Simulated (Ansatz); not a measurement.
Structure data:

```
Sc
1.0
     5.03409    0.00000    0.00000
    -2.51704    4.35965    0.00000
     0.00000    0.00000    3.18156
Sc
3
Cartesian
  2.5170 1.4532 1.5908
  0.0000 0.0000 0.0000
  0.0000 2.9064 1.5908
```

> Before looking at a picture, describe the arrangement of atoms.

The element is scandium. The lattice is primitive hexagonal and the space group P6/mmm (No. 191). The prototype is ω phase (AlB₂-like). The cell holds three atoms.

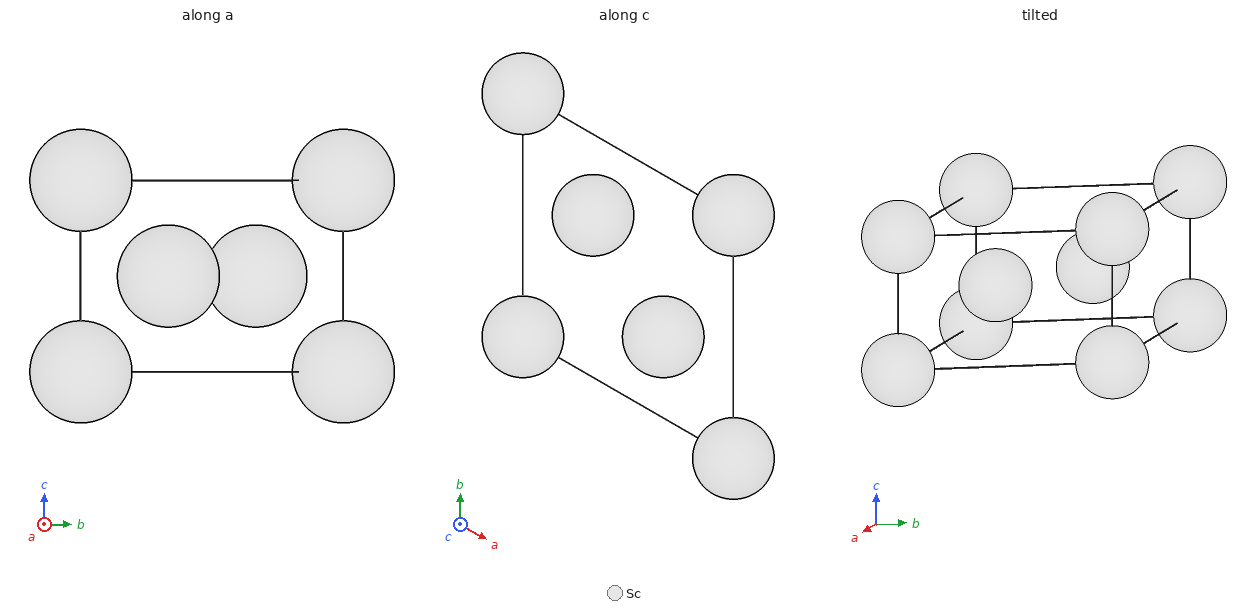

An orthographic spheres-only view of the structure, along the a axis, along the c axis and slightly off an axis. The conventional unit cell is drawn as a box.

The cell started as a structure listed in the Materials Project. The final geometry of a relaxation with Ansatz 0.2.0, DFT PBE+D3(BJ), scalar-relativistic, plane waves, PAW is shown.
